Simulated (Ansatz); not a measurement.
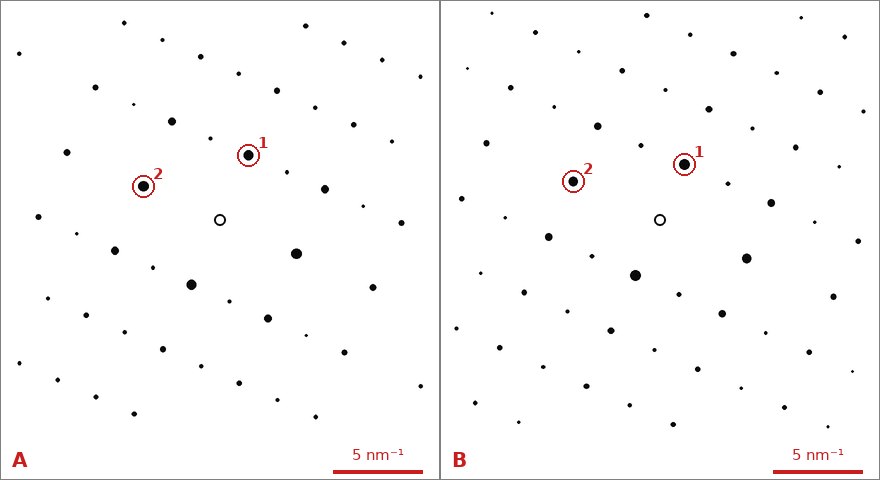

Kinematic electron diffraction patterns (300 kV, B = 0.5 Å², same scale) along [101] of the run's own cell, for the start and the end of one relaxation of ZrC with DFT PBE, scalar-relativistic, plane waves, PAW (Ansatz). k mesh 10×10×8. The start is a generated model structure, and the relaxation ends in the nearest stationary point of its symmetry, not necessarily the ground state. Spot 1 is -1 0 1 and spot 2 is 0 -2 0 in both.

Start structure:

```yaml
crystal:
  lattice:
    - [3.74536, 0.00000, 0.00000]
    - [0.00000, 3.74536, 0.00000]
    - [0.00000, 0.00000, 4.71946]
  atoms:
    - { symbol: Zr, position: [0.50000, 0.00000, 0.23680] }
    - { symbol: Zr, position: [0.00000, 0.50000, 0.76320] }
    - { symbol: C, position: [0.00000, 0.00000, 0.00000] }
    - { symbol: C, position: [0.50000, 0.50000, 0.00000] }
```

> Which pattern belongs to the start structure, and which to the relaxed one?

B is the start: its cell gives d(1) = 2.934 Å, d(2) = 1.873 Å and an angle of 90.0°. A is the relaxed structure, with d(1) = 2.514 Å (-14.3 %), d(2) = 2.124 Å (+13.4 %) and 90.0°.

> Name reflections whose intensity changes strongly on relaxation.

0 4 0 goes from 9 to 16 % of the strongest spot.

> What did the relaxation do to the structure and the energy?

The volume changed by -15.0 % to 14.07 Å³ an atom; with the mean shift removed, the atoms moved by up to 0.04 Å relative to the cell (Zr most); the space group stayed P4/nmm (No. 129); the free energy fell by 610 meV an atom. Relaxed cell: a = 4.248 Å, b = 4.248 Å, c = 3.119 Å, α = 90.00°, β = 90.00°, γ = 90.00°.
